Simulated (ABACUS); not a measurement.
Run report: Nb, geometry relaxation (part 1 of 2)

The run: geometry relaxation of Nb (Im-3m, 1 atom in the cell). Method and program: Kohn-Sham DFT of a periodic cell, PBEsol, PseudoDojo NC SR 0.4.1 PBE standard, no spin polarisation (ABACUS 3.10.1).

The structure derives from an entry of the Crystallography Open Database.

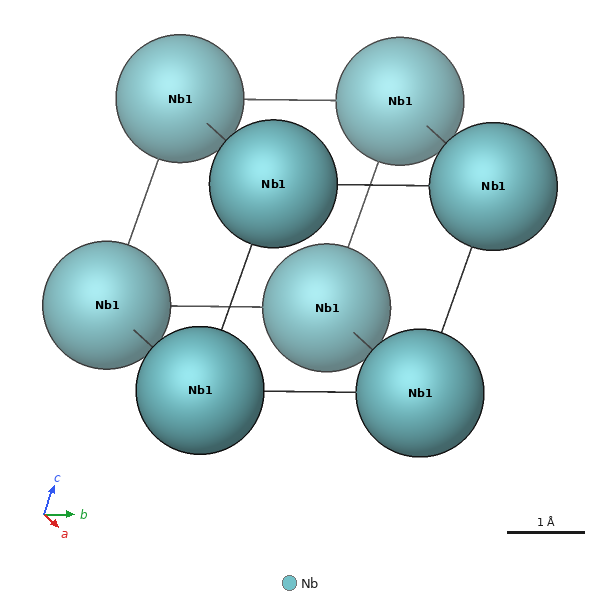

**Figure 1.** The starting structure (spheres-only view of the cell of the calculation, seen at an oblique angle; atoms are numbered from 1 in the order of the input).

### Key numbers

| quantity | value |
| --- | --- |
| outcome | converged |
| space group (tolerance 0.01 Å) | Im-3m (229) |
| electrons treated | 13 |
| free energy | −1691.9757 eV |
| Fermi energy | 18.430 eV |
| pressure | −0.01 GPa |
| final volume | 17.56 Å³ |
| largest force (length of the vector) at the end | under 0.001 eV/Å |
| final cell | a = 2.836 Å, b = 2.836 Å, c = 2.836 Å, α = 70.53°, β = 109.47°, γ = 70.53° |
| hardware | 4 threads of Intel Xeon Gold (Sapphire Rapids), 64 GiB of memory available, shared host |
| wall time | 6.9 s (CPU time 27 s) |
| peak memory | 0.4 GiB |

Points of doubt noted for this run: home made orbitals.

### Input file
```
INPUT_PARAMETERS
suffix              Nb
calculation         cell-relax
basis_type          lcao
pseudo_dir          ./
orbital_dir         ./
latname             bcc
symmetry            1
dft_functional      pbesol
ecutwfc             100
pseudo_rcut         7
nspin               1
nbands              11
ks_solver           genelpa
smearing_method     fd
smearing_sigma      0.00367493
scf_thr             1e-07
scf_nmax            100
mixing_type         broyden
mixing_beta         0.7
cal_force           1
cal_stress          1
out_mul             1
relax_nmax          60
force_thr_ev        0.02
relax_method        cg
out_stru            1
stress_thr          0.5
```

### File STRU
```
ATOMIC_SPECIES
Nb 92.9064 Nb.upf

NUMERICAL_ORBITAL
Nb_confined-atom_7au_3s2p2d1f.orb

LATTICE_CONSTANT
6.2888195701

ATOMIC_POSITIONS
Direct

Nb
0.0
1
0.0000000000 0.0000000000 0.0000000000 1 1 1
```

### File KPT
```
K_POINTS
0
Gamma
10 10 10 0 0 0
```

Command:
```bash
OMP_NUM_THREADS=1 mpirun -np 4 abacus > log
```

### What the program printed
```
ABACUS v3.10.1

               Atomic-orbital Based Ab-initio Computation at UStc

 ------------------------------------------------------------------------------------

 READING GENERAL INFORMATION
                           global_out_dir = OUT.Nb/
                           global_in_card = INPUT
                               pseudo_dir = ./
                              orbital_dir = ./
                                    DSIZE = 4
                                    GSIZE = 1

 READING UNITCELL INFORMATION
                                    ntype = 1
                  lattice constant (Bohr) = 6.28882
              lattice constant (Angstrom) = 3.3279

 READING ATOM TYPE 1
                               atom label = Nb
                      L=0, number of zeta = 3
                      L=1, number of zeta = 2
                      L=2, number of zeta = 2
                      L=3, number of zeta = 1
             number of atom for this type = 1

                        TOTAL ATOM NUMBER = 1
DIRECT COORDINATES
    atom                   x                   y                   z     mag                  vx                  vy                  vz
taud_Nb1            0.0000000000        0.0000000000        0.0000000000  0.0000        0.0000000000        0.0000000000        0.0000000000

                          Volume (Bohr^3) = 124.359
                             Volume (A^3) = 18.4281

 Lattice vectors: (Cartesian coordinate: in unit of a_0)
                 +0.5                +0.5                +0.5
                 -0.5                +0.5                +0.5
                 -0.5                -0.5                +0.5
 Reciprocal vectors: (Cartesian coordinate: in unit of 2 pi/a_0)
                   +1                  -0                  +1
                   -1                  +1                  -0
                   +0                  -1                  +1
 The esolver type has been set to : ksdft_lcao

                PAO radial cut off (Bohr) = 7

 Read in pseudopotential file is Nb.upf
                     pseudopotential type = NC
          exchange-correlation functional = PBE
                 nonlocal core correction = 1
                        valence electrons = 13
                                     lmax = 2
                           number of zeta = 4
                     number of projectors = 6
                           L of projector = 0
                           L of projector = 0
                           L of projector = 1
                           L of projector = 1
                           L of projector = 2
                           L of projector = 2
 XC functional updated to : pbesol
          exchange-correlation functional = PBESOL
     initial pseudo atomic orbital number = 10

 SETUP THE ELECTRONS NUMBER
            electron number of element Nb = 13
      total electron number of element Nb = 13
            AUTOSET number of electrons:  = 13
                           occupied bands = 7
                                   NLOCAL = 26
                                   NBANDS = 11
                                   NBANDS = 11
                                   NLOCAL = 26

%%%%%%%%%%%%%%%%%%%%%%%%%%%%%%%%%%%%%%%%%%%%%%%%%%%%%%%%%%%%%%%%%%%%%%%%%%%%%%%%%%%%%%%%%%%%%%%%%%%%%%%%%%
 Warning: the number of valence electrons in pseudopotential > 5 for Nb: [Kr] 4d4 5s1
 Pseudopotentials with additional electrons can yield (more) accurate outcomes, but may be less efficient.
 If you're confident that your chosen pseudopotential is appropriate, you can safely ignore this warning.
%%%%%%%%%%%%%%%%%%%%%%%%%%%%%%%%%%%%%%%%%%%%%%%%%%%%%%%%%%%%%%%%%%%%%%%%%%%%%%%%%%%%%%%%%%%%%%%%%%%%%%%%%%

 SETUP THE PLANE WAVE BASIS
 energy cutoff for charge/potential (unit:Ry) = 400
            fft grid for charge/potential = [ 36, 36, 36 ]
                        fft grid division = [ 3, 3, 3 ]
        big fft grid for charge/potential = [ 12, 12, 12 ]
                                     nbxx = 432
                                     nrxx = 11664

 SETUP PLANE WAVES FOR CHARGE/POTENTIAL
                    number of plane waves = 16757
                         number of sticks = 889

 PARALLEL PW FOR CHARGE/POTENTIAL
     PROC   COLUMNS(POT)             PW
        1            222           4190
        2            223           4189
        3            222           4189
        4            222           4189
 --------------- sum -------------------
        4            889          16757
                            number of |g| = 185
                                  max |g| = 400
                                  min |g| = 0

----------- Double Check Mixing Parameters Begin ------------
mixing_type: broyden
mixing_beta: 0.7
mixing_gg0: 1
mixing_gg0_min: 0.1
mixing_ndim: 8
----------- Double Check Mixing Parameters End ------------

 LATTICE VECTORS: (CARTESIAN COORDINATE: IN UNIT OF A0)
                 +0.5                +0.5                +0.5
                 -0.5                +0.5                +0.5
                 -0.5                -0.5                +0.5
                       right hand lattice = 1
                                   NORM_A = 0.866025
                                   NORM_B = 0.866025
                                   NORM_C = 0.866025
                           ALPHA (DEGREE) = 70.5288
                           BETA  (DEGREE) = 109.471
                           GAMMA (DEGREE) = 70.5288

 The lattice vectors have been changed (STRU_SIMPLE.cif)

(for optimal symmetric configuration:)
                             BRAVAIS TYPE = 2
                     BRAVAIS LATTICE NAME = 02. Cubic I (body-centered)
                                    ibrav = 2
                                    IBRAV = 2
                                  BRAVAIS = BODY CENTERED CUBIC
                       LATTICE CONSTANT A = 1
Original cell was already a primitive cell.
                        ROTATION MATRICES = 48
              PURE POINT GROUP OPERATIONS = 48
                   SPACE GROUP OPERATIONS = 48
                              POINT GROUP = O_h
               POINT GROUP IN SPACE GROUP = O_h

 SETUP K-POINTS
                                    nspin = 1
                   Input type of k points = Monkhorst-Pack(Gamma)
                                   nkstot = 1000
                       right hand lattice = 1
(for reciprocal lattice: )
                             BRAVAIS TYPE = 3
                     BRAVAIS LATTICE NAME = 03. Cubic F (face-centered)
                                    ibrav = 3
                       right hand lattice = 1
(for k-lattice: )
                             BRAVAIS TYPE = 3
                     BRAVAIS LATTICE NAME = 03. Cubic F (face-centered)
                                    ibrav = 3
                       right hand lattice = 1
                        ROTATION MATRICES = 48
                               nkstot_ibz = 47
K-POINTS REDUCTION ACCORDING TO SYMMETRY
     IBZ    DIRECT_X    DIRECT_Y    DIRECT_Z  WEIGHT  ibz2bz
       1  0.00000000  0.00000000  0.00000000  0.0010       0
       2  0.10000000  0.10000000  0.00000000  0.0120       1
       3  0.20000000  0.20000000  0.00000000  0.0120       2
       4  0.30000000  0.30000000  0.00000000  0.0120       3
       5  0.40000000  0.40000000  0.00000000  0.0120       4
       6  0.50000000  0.50000000  0.00000000  0.0060       5
       7  0.10000000  0.20000000  0.10000000  0.0240      12
       8  0.20000000  0.30000000  0.10000000  0.0480      13
       9  0.30000000  0.40000000  0.10000000  0.0480      14
      10  0.40000000  0.50000000  0.10000000  0.0480      15
      11  0.20000000  0.40000000  0.20000000  0.0240      24
      12  0.30000000  0.50000000  0.20000000  0.0480      25
      13  0.40000000 -0.20000000  0.40000000  0.0240      26
      14  0.40000000 -0.30000000  0.30000000  0.0240      36
      15  0.10000000  0.10000000  0.10000000  0.0060     111
      16  0.20000000  0.20000000  0.10000000  0.0240     112
      17  0.30000000  0.30000000  0.10000000  0.0240     113
      18  0.40000000  0.40000000  0.10000000  0.0240     114
      19  0.50000000  0.50000000  0.10000000  0.0120     115
      20  0.20000000  0.30000000  0.20000000  0.0240     123
      21  0.30000000  0.40000000  0.20000000  0.0480     124
      22  0.40000000  0.50000000  0.20000000  0.0480     125
      23  0.10000000  0.30000000  0.10000000  0.0080     131
      24  0.30000000  0.50000000  0.30000000  0.0240     135
      25  0.40000000 -0.30000000  0.40000000  0.0240     136
      26  0.20000000  0.40000000  0.10000000  0.0240     141
      27  0.30000000  0.50000000  0.10000000  0.0240     151
      28  0.20000000  0.50000000  0.20000000  0.0240     152
      29  0.40000000 -0.10000000  0.40000000  0.0120     161
      30  0.40000000 -0.20000000  0.30000000  0.0480     162
[... 17 further k points ...]

                               nkstot now = 47
[... K-POINTS DIRECT COORDINATES: 47 rows ...]

           k-point number in this process = 47
       minimum distributed K point number = 47
[... stars of the k points ...]

[... K-POINTS CARTESIAN COORDINATES: 47 rows ...]

[... K-POINTS DIRECT COORDINATES: 47 rows ...]

 SETUP PLANE WAVES FOR WAVE FUNCTIONS
     energy cutoff for wavefunc (unit:Ry) = 100
              fft grid for wave functions = [ 36, 36, 36 ]
                    number of plane waves = 3055
                         number of sticks = 283

 PARALLEL PW FOR WAVE FUNCTIONS
     PROC   COLUMNS(POT)             PW
        1             70            764
        2             71            764
        3             71            763
        4             71            764
 --------------- sum -------------------
        4            283           3055

 SET NONLOCAL PSEUDOPOTENTIAL PROJECTORS
 max number of nonlocal projetors among all species is 6

 -------------------------------------------
 STEP OF RELAXATION : 1
 -------------------------------------------

 SETUP SEARCHING RADIUS FOR PROGRAM TO SEARCH ADJACENT ATOMS
                  longest orb rcut (Bohr) = 7
   longest nonlocal projector rcut (Bohr) = 1.54
                     search radius (Bohr) = 17.1
              searching radius is (Bohr)) = 17.1
         searching radius unit is (Bohr)) = 6.29
                         PeriodicBoundary = 1
                        Radius(unit:lat0) = 2.72
                                   glayer = [ 5, 5, 5 ]
                             glayer_minus = [ 4, 4, 4 ]

Find the coordinate range of the input atom(unit:lat0).
                                  min_tau = [ -6, -6, -6 ]
                                  max_tau = [ 6, 6, 6 ]
                                BoxNumber = [ 9, 9, 9 ]

 SETUP EXTENDED REAL SPACE GRID FOR GRID INTEGRATION
                          real space grid = [ 36, 36, 36 ]
                 big cell numbers in grid = [ 12, 12, 12 ]
             meshcell numbers in big cell = [ 3, 3, 3 ]
                        extended fft grid = [ 19, 19, 19 ]
                dimension of extened grid = [ 51, 51, 51 ]
                            UnitCellTotal = 125
              Atom number in sub-FFT-grid = 1
    Local orbitals number in sub-FFT-grid = 26
                                ParaV.nnr = 15041
                                 init_chg = atomic

 LCAO ALGORITHM --------------- ION=   1  ELEC=   1--------------------------------

 Density error is 0.100373279703
----------------------------------------------------------
     Energy           Rydberg                 eV
----------------------------------------------------------
 E_KohnSham     -124.3313897079      -1691.6153402863
 E_Harris       -126.4623094492      -1720.6079907487
 E_Fermi        1.3335913631         18.1444413413
----------------------------------------------------------

 LCAO ALGORITHM --------------- ION=   1  ELEC=   2--------------------------------

 Density error is 0.0134372799987
----------------------------------------------------------
     Energy           Rydberg                 eV
----------------------------------------------------------
 E_KohnSham     -124.3560977156      -1691.9515099773
 E_Harris       -124.2094145685      -1689.9557833753
 E_Fermi        1.2768259675         17.3721085126
----------------------------------------------------------

 LCAO ALGORITHM --------------- ION=   1  ELEC=   3--------------------------------

 Density error is 0.0048186427232
----------------------------------------------------------
     Energy           Rydberg                 eV
----------------------------------------------------------
 E_KohnSham     -124.3562877666      -1691.9540957536
 E_Harris       -124.3761439729      -1692.2242533002
 E_Fermi        1.2809857169         17.4287048069
----------------------------------------------------------

 LCAO ALGORITHM --------------- ION=   1  ELEC=   4--------------------------------

 Density error is 0.000107922012636
----------------------------------------------------------
     Energy           Rydberg                 eV
----------------------------------------------------------
 E_KohnSham     -124.3562889717      -1691.9541121500
 E_Harris       -124.3552133978      -1691.9394782162
 E_Fermi        1.2803514689         17.4200754195
----------------------------------------------------------

 LCAO ALGORITHM --------------- ION=   1  ELEC=   5--------------------------------

 Density error is 2.12413625835e-05
----------------------------------------------------------
     Energy           Rydberg                 eV
----------------------------------------------------------
 E_KohnSham     -124.3562889801      -1691.9541122645
 E_Harris       -124.3564767874      -1691.9566675140
 E_Fermi        1.2803877536         17.4205690982
----------------------------------------------------------

 LCAO ALGORITHM --------------- ION=   1  ELEC=   6--------------------------------

 Density error is 6.80707515667e-07
----------------------------------------------------------
     Energy           Rydberg                 eV
----------------------------------------------------------
 E_KohnSham     -124.3562889805      -1691.9541122696
 E_Harris       -124.3562865768      -1691.9540795655
 E_Fermi        1.2803833583         17.4205092974
----------------------------------------------------------

 LCAO ALGORITHM --------------- ION=   1  ELEC=   7--------------------------------

 Density error is 1.88701763834e-08
----------------------------------------------------------
     Energy           Rydberg                 eV
```
